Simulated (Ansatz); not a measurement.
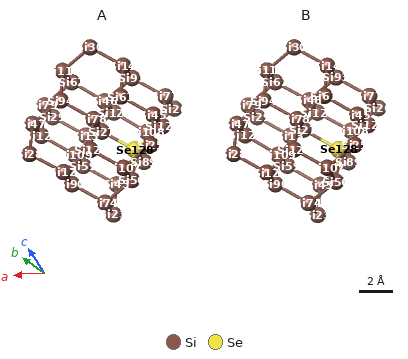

Two geometries of a defect cell of composition Si$_{127}$Se (cell charge +2), drawn at one scale. One is the start of a relaxation, the other its converged end. The picture is a ball-and-stick view of the atoms within 5.8 Å of the atom that moves most (axes of the cell of the calculation (origin shifted)), seen from a free direction.

Theory: DFT, PBEsol, PAW, plane waves (Ansatz 0.2.0). (plane-wave cutoff 420 eV; k-point mesh 1 × 1 × 1; mesh shifted by (0.25, 0.25, 0.25); no spin polarisation; atoms relaxed in a fixed cell; force threshold 0.03 eV/Å; at most 80 steps)

Which one is relaxed?

Structure B is the relaxed one. Over 4 geometry steps the energy falls by 1.548 eV per cell of the calculation. The largest force component goes from 1.3 to 0.0086 eV/Å. Si27 moves most: 0.20 Å along [1 1 2]. By element the largest moves are Si 0.20 Å, Se 0.01 Å. The cell stays as it was. Some distances before and after: Si27–Se128 2.317 → 2.509 Å, Si56–Se128 2.365 → 2.513 Å, Si122–Se128 2.377 → 2.512 Å, Si47–Si94 2.430 → 2.348 Å. Among the angles between lasting bonds that change: Si27–Si46–Si62 110.8° → 104.0°, Si27–Si109–Si125 109.7° → 104.0°, Si46–Si27–Si78 107.6° → 113.4°.

Limits of the set-up: the cell is charged, on a uniform background, and energies carry no finite-size correction.
